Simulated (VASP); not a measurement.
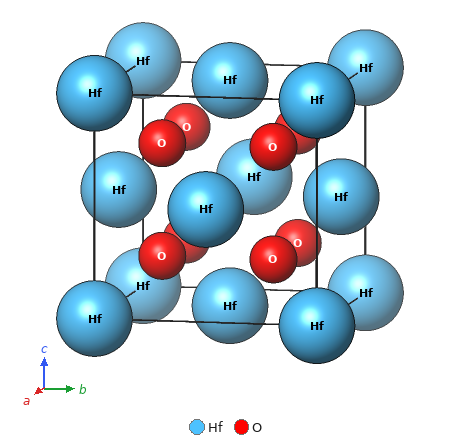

HfO2, fluorite (CaF₂ type), space group Fm-3m (No. 225), a = 5.200 Å, b = 5.200 Å, c = 5.200 Å, α = 90.00°, β = 90.00°, γ = 90.00°. Shown here is a spheres-only view of the crystal, taken slightly off an axis. The wireframe shows the conventional unit cell. This one geometry was run with four functionals. The cell is a cell made by a generator, which needn't be a real form of the compound. Other forms of this composition are known.

Alike in all runs: VASP 6.6.1; cutoff 700 eV; k mesh 6 × 6 × 6 on the run's cell of 3 atoms; occupations gaussian, width 0.05 eV; no spin polarisation; no spin-orbit coupling. LDA runs use LDA potentials, the others PBE ones.

| level | pressure (GPa) | gap (eV) |
| --- | --- | --- |
| PBE | -16.3 | 3.60 |
| PBEsol | -23.1 | 3.48 |
| LDA | ? | ? |
| HSE06 | -23.4 | 5.13 |

What does LDA give?

Answer. Pressure -28.5 GPa; gap 3.40 eV. That is the lowest pressure of all.

Order the levels by the equilibrium volume that these pressures point to, smallest first.

Answer. LDA (-28.5 GPa), HSE06 (-23.4 GPa), PBEsol (-23.1 GPa), PBE (-16.3 GPa). A higher pressure at one volume points to a larger equilibrium volume, as long as the bulk moduli are alike; rows a few tenths of a GPa apart can't be told apart.

Gaps are the least found on the k-mesh, which can miss the band edges.

Caveat: rows whose functional differs from that of their potentials carry a shift in pressure and volume, which can reorder them; spin-orbit coupling is left out, which shifts the gaps of compounds of heavy elements.
